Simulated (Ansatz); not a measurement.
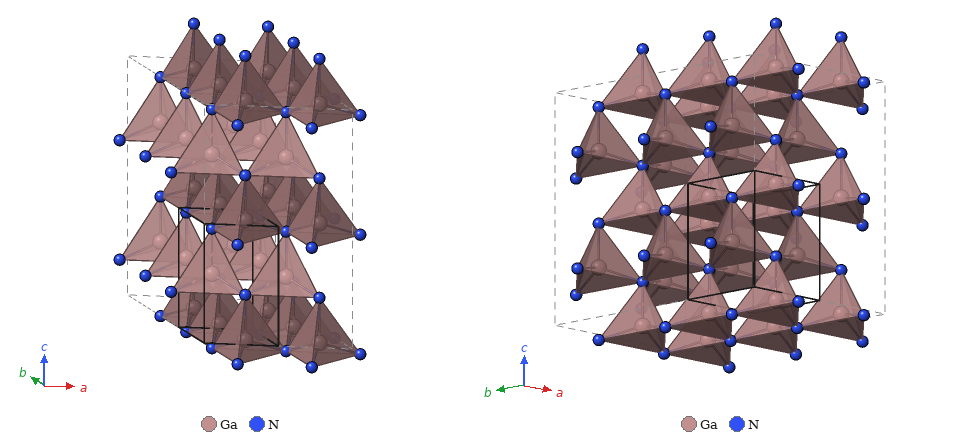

Polyhedra are drawn about Ga (bonds: Ga–N below 2.2 Å); other atoms are plain spheres. Two views of the same piece.

System GaN (space group P6_3mc, No. 186); source of the atomic positions: the input geometry of an electronic-structure calculation (not necessarily at equilibrium).

Sharing among the drawn polyhedra:

| site | polyhedron | corner-sharing neighbours | edge-sharing | face-sharing | bond (Å) |
| --- | --- | --- | --- | --- | --- |
| Ga | GaN4 tetrahedron | 12 | 0 | 0 | 1.97–1.98 |

They form a three-dimensional framework of corner-sharing tetrahedra.
